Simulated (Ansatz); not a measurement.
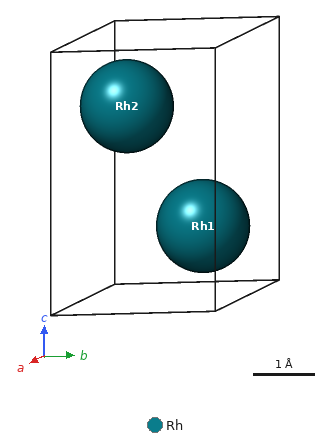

Fig. 1: The structure as given in the input (spheres-only view of the cell of the calculation, seen slightly off an axis; atoms are numbered from 1 in the order of the input). An atom can appear more than once, as a periodic image.

# Two runs on Rh

System: Rh (2 atoms in the cell).
Method of run 1: Kohn-Sham DFT of a periodic cell, PBE0, Ansatz PAW, no spin polarisation (Ansatz 0.2.0).

The structure derives from a Materials Project entry. Text and figures count atoms from 1; the logs count them from 0 in places.

### Input file, run 1
```yaml
crystal:
  lattice:
    - [2.7309790422, 0.0, 0.0]
    - [-1.3654895211, 2.3650972278, 0.0]
    - [0.0, 0.0, 4.428489]
  atoms:
    - { symbol: Rh, position: [0.3333333333, 0.6666666667, 0.25] }
    - { symbol: Rh, position: [0.6666666667, 0.3333333333, 0.75] }
hamiltonian:
  xc: pbe0
  pseudopotentials: { kind: paw }
kpoints:
  mp_grid: { grid: [6, 6, 3] }
scf:
  occupations: { method: fermi_dirac, width: 0.05 }
output:
  forces: true
  stress: true
  eigenvalues: true
relax:
  f_tol: 0.01
  max_steps: 40
  cell: { stress_tol: 0.05 }
```

Hardware: 1 × NVIDIA H100 80GB HBM3, 2 threads of AMD EPYC (Zen 3), 144 GiB of memory available, shared host.

### Output, shortened to warnings, some set-up lines, iterations and results (run 1)
```
Basis set: ecut = 420 eV, 573 PW (Γ), exchange–correlation on 40×40×60 points (8 copies of the dense FFT grid, shifted against one another)
Symmetry: 24 space group operations
k-points: 14 of 108
Initial density: superposition of atomic densities (neutral atoms: chi_scale 0, normalization atom), corrected by the library's trained network
[...]
SCF iter   1: F=—  HF=-12805.685386 eV  |F-HF|=—  |Δ(HF+E_count)|=         —  Δρ=1.73e-2  dr2=2.03e-2  ethr=1.77e-3  ⟨swp⟩=6.2  Hψ=1126  notcnv=0
SCF iter   2: F=—  HF=-12805.683093 eV  |F-HF|=—  |Δ(HF+E_count)|=   2.29e-3  Δρ=8.37e-3  dr2=4.82e-3  ethr=5.96e-5  ⟨swp⟩=2.6  Hψ=580  notcnv=0
SCF iter   3: F=—  HF=-12805.682395 eV  |F-HF|=—  |Δ(HF+E_count)|=   6.98e-4  Δρ=8.68e-4  dr2=4.65e-5  ethr=1.32e-7  ⟨swp⟩=3.1  Hψ=1365  notcnv=0
SCF iter   4: F=—  HF=-12805.682422 eV  |F-HF|=—  |Δ(HF+E_count)|=   2.74e-5  Δρ=1.05e-4  dr2=1.20e-6  ethr=1.32e-7  ⟨swp⟩=2.8  Hψ=563  notcnv=0
SCF iter   5: F=—  HF=-12805.682422 eV  |F-HF|=—  |Δ(HF+E_count)|=   1.08e-8  Δρ=3.96e-5  dr2=1.87e-7  ethr=3.53e-9  ⟨swp⟩=3.0  Hψ=773  notcnv=0
[... 146 lines ...]
SCF 19 converged in 9 iterations: F = -12807.926587 eV  dr2 = 1.54e-11
SCF iter   1: F=—  HF=-12807.926587 eV  |F-HF|=—  |Δ(HF+E_count)|=         —  Δρ=1.05e-6  dr2=8.81e-11  ethr=3.46e-11  ⟨swp⟩=10.4  Hψ=941  notcnv=0
SCF iter   2: F=-12807.926587 eV  HF=-12807.926587 eV  |F-HF|=1.82e-12  |Δ(HF+E_count)|=  1.64e-11  Δρ=2.34e-7  dr2=5.31e-12  ethr=1.00e-12  ⟨swp⟩=3.0  Hψ=569  notcnv=0
SCF 20 converged in 2 iterations: F = -12807.926587 eV  dr2 = 5.31e-12
relax step   6: F+E_penalty+E_count = -12807.92658699 eV  Δ(F+E_penalty+E_count) = +1.189e-3 eV  max|allowed force component| = 9.252e-18 eV/Å  Δτ_max = 0.0000 Å  P = +0.009 …
basis re-selected at this cell: Δ(F+E_penalty+E_count) = +1.189e-3 eV, ΔP = +0.014 GPa vs the last step (what re-selecting the basis moved, of the pressure what is left beyond the Pulay correction that the steps carried, after the strain that the cell walked since its last selection, with what the …
hybrid SCF converged: 2 outer / 11 inner (+0 warm-up), last move |dexx| = 4.73e-11 eV, tail = 1.43e-11 eV
Stability not checked: this state was not tested for a lower state beside it, because the functional holds exact exchange (a hybrid, or Hartree-Fock), whose exchange loop this test does not read (fock_operator; see scf.lower_state_search)
Free energy (F): -12807.926587 eV
Frozen-core exchange: fock
Harris-Foulkes:  -12807.926587 eV  (|F-HF|=1.82e-12)
Internal energy: -12807.913801 eV  (E = F + TS)
E sigma→0 (E₀):  -12807.920194 eV
Entropy (-TS):   -0.012786 eV (-6.393 meV/atom)
Fermi energy:    22.436862 eV
--- Per-component energies (eV) ---
  E_band       = -250.734008
  E_kinetic    = 1149.025078
  E_local      = -3080.475396  (includes V_loc(G=0)·N_el)
  E_nonlocal   = 705.782236
  E_hartree    = 1083.291210
  E_xc         = -342.841089
  E_vxc        = -429.958888  (∫ρ·V_xc dr)
  E_exx        = -138.025675  (= α·E_x^exact, valence–valence)
  E_paw        = -7138.527220  (= ΣΔE_a)
  E_vpaw       = -485.639768  (= ΣTr[D̂ρ^β])
  E_aug_tail   = 0.001712  (compensation charges beyond the density's cutoff)
  E_ewald      = -5045.105849
  E_core_change = -1.038808  (= ΣΔE_core)
  E_smearing   = -0.012786  (= −TS)
  E_closure    = -0.000000  (closes the sum)
  Σ components = -12807.926587   (vs F -12807.926587, Δ=0.00e0)
--- Forces (eV/Å), atoms counted from 1 ---
  atom   1  Rh     0.00000000     0.00000000    -0.00000000
  atom   2  Rh     0.00000000     0.00000000     0.00000000
  max |Σ_I F_I| component: 1.85e-17 eV/Å
--- Stress (GPa, compression-positive) ---
        0.006742       0.000000      -0.000000
       -0.000000       0.006742       0.000000
       -0.000000       0.000000       0.014942
  P = ⅓ Tr σ = 0.0095 GPa (0.095 kbar)
--- Relaxed structure (5 steps of the walk, 5 accepted, 1 SCFs on fresh bases) ---
  F+E_penalty+E_count = -12807.92658699 eV   max|allowed force component| = 9.252e-18 eV/Å   (the final SCF, on the basis selected at the relaxed cell)
  cell:  # Å, volume = 27.0203 Å³
[...]
```

For run 2 the input was changed thus:
```diff
-  xc: pbe0
+  xc: { exchange: pbesol, correlation: pbesol, exx: { coeff: 0.25 } }
+  write_density: true
+  write_potential: true
+  elf: true
+  volumetric_format: npy
```

What does this change do to the results?

The total energies belong to different methods, so their difference says nothing on which is more stable or more accurate. The volume per atom goes from 13.51 to 13.17 Å³. On the same kind of shared host run 2 took about 1.5 times as long.

### Output, shortened to warnings, some set-up lines, iterations and results (run 2)
```
Basis set: ecut = 420 eV, 573 PW (Γ), exchange–correlation on 40×40×60 points (8 copies of the dense FFT grid, shifted against one another)
Symmetry: 24 space group operations
k-points: 14 of 108
Initial density: superposition of atomic densities (neutral atoms: chi_scale 0, normalization atom), corrected by the library's trained network
[...]
SCF iter   1: F=—  HF=-12677.351182 eV  |F-HF|=—  |Δ(HF+E_count)|=         —  Δρ=2.21e-2  dr2=6.86e-2  ethr=1.77e-3  ⟨swp⟩=6.2  Hψ=1126  notcnv=0
SCF iter   2: F=—  HF=-12677.336819 eV  |F-HF|=—  |Δ(HF+E_count)|=   1.44e-2  Δρ=1.06e-2  dr2=1.67e-2  ethr=2.02e-4  ⟨swp⟩=2.1  Hψ=588  notcnv=0
SCF iter   3: F=—  HF=-12677.331724 eV  |F-HF|=—  |Δ(HF+E_count)|=   5.09e-3  Δρ=1.02e-3  dr2=1.08e-4  ethr=2.92e-7  ⟨swp⟩=3.1  Hψ=1403  notcnv=0
SCF iter   4: F=—  HF=-12677.331746 eV  |F-HF|=—  |Δ(HF+E_count)|=   2.14e-5  Δρ=2.52e-4  dr2=6.10e-6  ethr=2.92e-7  ⟨swp⟩=3.0  Hψ=729  notcnv=0
SCF iter   5: F=—  HF=-12677.331745 eV  |F-HF|=—  |Δ(HF+E_count)|=   9.03e-7  Δρ=6.75e-5  dr2=4.00e-7  ethr=1.79e-8  ⟨swp⟩=3.0  Hψ=634  notcnv=0
[... 127 lines ...]
SCF 18 converged in 9 iterations: F = -12715.974601 eV  dr2 = 1.50e-11
SCF iter   1: F=—  HF=-12715.974601 eV  |F-HF|=—  |Δ(HF+E_count)|=         —  Δρ=1.05e-6  dr2=9.23e-11  ethr=4.43e-11  ⟨swp⟩=10.6  Hψ=969  notcnv=0
SCF iter   2: F=-12715.974601 eV  HF=-12715.974601 eV  |F-HF|=0.00e0  |Δ(HF+E_count)|=  2.55e-11  Δρ=2.38e-7  dr2=4.22e-12  ethr=1.00e-12  ⟨swp⟩=2.7  Hψ=564  notcnv=0
SCF 19 converged in 2 iterations: F = -12715.974601 eV  dr2 = 4.22e-12
relax step   5: F+E_penalty+E_count = -12715.97460147 eV  Δ(F+E_penalty+E_count) = +1.335e-3 eV  max|allowed force component| = 5.551e-17 eV/Å  Δτ_max = 0.0000 Å  P = +0.000 …
basis re-selected at this cell: Δ(F+E_penalty+E_count) = +1.335e-3 eV, ΔP = +0.011 GPa vs the last step (what re-selecting the basis moved, of the pressure what is left beyond the Pulay correction that the steps carried, after the strain that the cell walked since its last selection, with what the …
hybrid SCF converged: 2 outer / 11 inner (+0 warm-up), last move |dexx| = 5.32e-11 eV, tail = 1.21e-11 eV
Stability not checked: this state was not tested for a lower state beside it, because the functional holds exact exchange (a hybrid, or Hartree-Fock), whose exchange loop this test does not read (fock_operator; see scf.lower_state_search)
Free energy (F): -12715.974601 eV
Frozen-core exchange: fock
Harris-Foulkes:  -12715.974601 eV  (|F-HF|=0.00e0)
Internal energy: -12715.961894 eV  (E = F + TS)
E sigma→0 (E₀):  -12715.968248 eV
Entropy (-TS):   -0.012708 eV (-6.354 meV/atom)
Fermi energy:    23.082441 eV
--- Per-component energies (eV) ---
  E_band       = -232.386413
  E_kinetic    = 1150.517644
  E_local      = -3020.473683  (includes V_loc(G=0)·N_el)
  E_nonlocal   = 710.180379
  E_hartree    = 1060.392115
  E_xc         = -341.892073
  E_vxc        = -429.979502  (∫ρ·V_xc dr)
  E_exx        = -138.131834  (= α·E_x^exact, valence–valence)
  E_paw        = -7047.805679  (= ΣΔE_a)
  E_vpaw       = -487.153378  (= ΣTr[D̂ρ^β])
  E_aug_tail   = 0.001600  (compensation charges beyond the density's cutoff)
  E_ewald      = -5088.128626
  E_core_change = -0.621736  (= ΣΔE_core)
  E_smearing   = -0.012708  (= −TS)
  E_closure    = -0.000000  (closes the sum)
  Σ components = -12715.974601   (vs F -12715.974601, Δ=-1.82e-12)
--- Forces (eV/Å), atoms counted from 1 ---
  atom   1  Rh    -0.00000000    -0.00000000    -0.00000000
  atom   2  Rh    -0.00000000     0.00000000     0.00000000
  max |Σ_I F_I| component: 2.78e-17 eV/Å
--- Stress (GPa, compression-positive) ---
       -0.015325       0.000000       0.000000
        0.000000      -0.015325      -0.000000
        0.000000      -0.000000       0.030931
  P = ⅓ Tr σ = 0.0001 GPa (0.001 kbar)
[...]
```

### The two runs side by side

| quantity | run 1 | run 2 |
| --- | --- | --- |
| outcome | converged | converged |
| free energy per atom (eV) | −6403.9633 | −6357.9873 |
| energy per atom, smearing taken to zero (eV) | −6403.9601 | −6357.9841 |
| gap on the mesh (eV) | 0.00 | 0.00 |
| pressure (GPa) | 0.01 | 0.00 |
| volume per atom (Å³) | 13.51 | 13.17 |
| largest force (eV/Å) | 0.000 | 0.000 |
| irreducible k-points | 14 | 14 |
| wall time (shared host) | 25 s | 38 s |
